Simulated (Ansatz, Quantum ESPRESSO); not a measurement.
# 1T-SnS2, 2 layers, AA stacking against a metal electrode: the electrode's level over the Fermi level at a withheld member of a series

Method. Quantum ESPRESSO 7.5, PBE, GBRV ultrasoft. The slab is relaxed neutral under PBE-D3(BJ), then held. ESM with bc3: vacuum below and a metal electrode about 6 Å above the top atoms. Fermi-Dirac smearing of 0.004 Ry and a dense mesh. Charges are set per cell from the starting area. The series steps the charge of the slab (positive: electrons removed).

```tsv
charge of the slab	electrode's level over the Fermi level (eV)
1 ×10¹³ e/cm²	7.325
2 ×10¹³ e/cm²	8.132
3 ×10¹³ e/cm²	8.922
4.5 ×10¹³ e/cm²	10.098
6 ×10¹³ e/cm²	11.272
7 ×10¹³ e/cm²	12.053
```

One more run was made and is withheld. What is the electrode's level over the Fermi level at 8 ×10¹³ e/cm²?

**Worked estimate.** The rows at 6 ×10¹³ e/cm² and 7 ×10¹³ e/cm² give a slope of (12.053 − (11.272))/(7 − (6)) = 0.781, so a straight line gives 12.834 eV. A parabola through these and the row at 4.5 ×10¹³ e/cm² gives 12.833 eV.

**Check.** 12.836 eV. The line misses by −0.002 and the parabola by −0.003 eV. Both misses are under 5 % of the step from the nearer row.

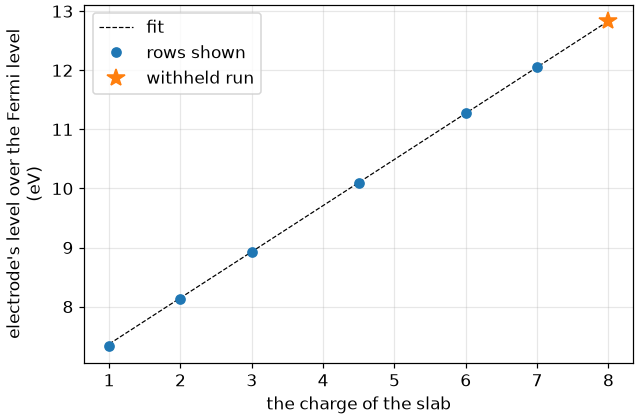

The rows shown, the fit and the withheld run.

Caveats: Vacuum fills the gap; ions don't answer the charge; added electrons can spill towards the electrode at the most negative charges. Charges count on the starting cell, which the relaxation changed by some per cent. Members without a usable value, or on the other side of zero field or charge, are not listed.

[Logs are printed without paths, hosts, clocks, repeated set-up lines and the standing remarks that a program may print on its own settings, such as how far it seeks lower states.]
